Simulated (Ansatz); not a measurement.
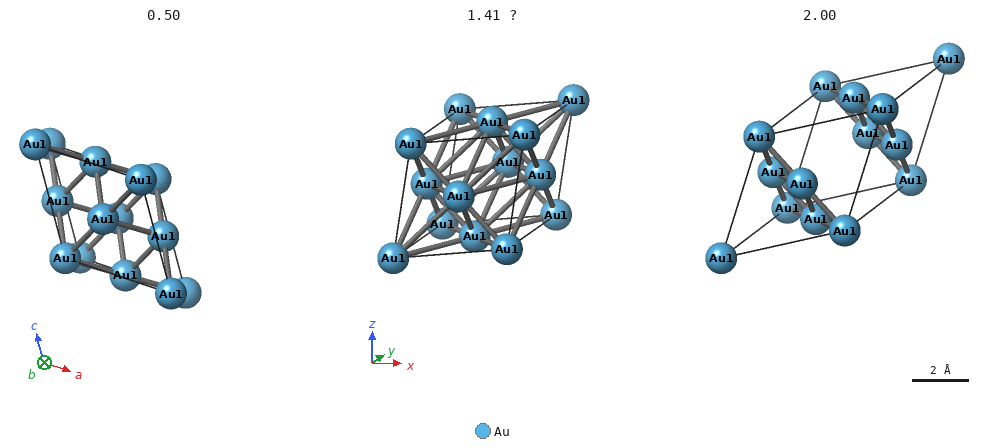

Crystalline Au (Fm-3m): the ratio of the cell's length along [111] to its lengths across, counted as 1 for the reference, is changed at fixed volume (a trigonal path), with the atoms kept at their fractional coordinates. x, y and z are the Cartesian axes of the input. A ball-and-stick model of the conventional cell (4 times the calculation's cell), seen slightly off an axis. Lengths and directions refer to the drawn axes.

Method: Ansatz, DFT PBE, scalar-relativistic, plane waves, PAW. (plane-wave cutoff 420 eV; k-point mesh 22 × 22 × 22; occupations gaussian; smearing width 0.15 eV; no spin polarisation). Energies (free energies at the smearing named) are counted from the cell as listed in its source, which wasn't relaxed.

```json
{"axial ratio over its reference value": "0.50", "energy change (meV/atom)": "501"}
{"axial ratio over its reference value": "0.60", "energy change (meV/atom)": "415"}
{"axial ratio over its reference value": "0.71", "energy change (meV/atom)": "227"}
{"axial ratio over its reference value": "0.85", "energy change (meV/atom)": "60"}
{"axial ratio over its reference value": "0.93", "energy change (meV/atom)": "14"}
{"axial ratio over its reference value": "1.00", "energy change (meV/atom)": "0"}
{"axial ratio over its reference value": "1.08", "energy change (meV/atom)": "20"}
{"axial ratio over its reference value": "1.20", "energy change (meV/atom)": "121"}
{"axial ratio over its reference value": "1.41", "energy change (meV/atom)": "?"}
{"axial ratio over its reference value": "1.70", "energy change (meV/atom)": "1560"}
{"axial ratio over its reference value": "2.00", "energy change (meV/atom)": "3534"}
```

### One row is withheld. What is its energy?

A straight line between the two neighbours gives 725 meV/atom. A cubic through the four nearest rows (1.08, 1.20, 1.70, 2.00) gives, with Lagrange weights, (−0.5249)(20) + (1.1763)(121) + (0.4396)(1560) + (−0.0910)(3534) = 496 meV/atom. The calculation gives 498 meV/atom, so the cubic is 2 meV/atom too low and the straight line 227 meV/atom too high, as the curve bends upwards here.

The whole profile:

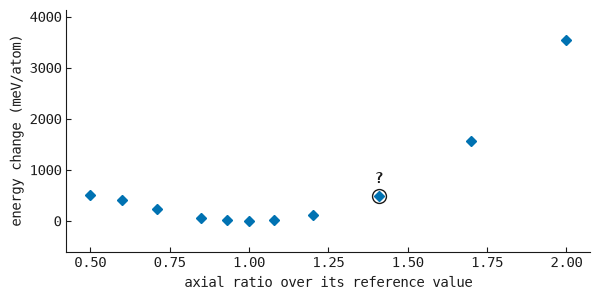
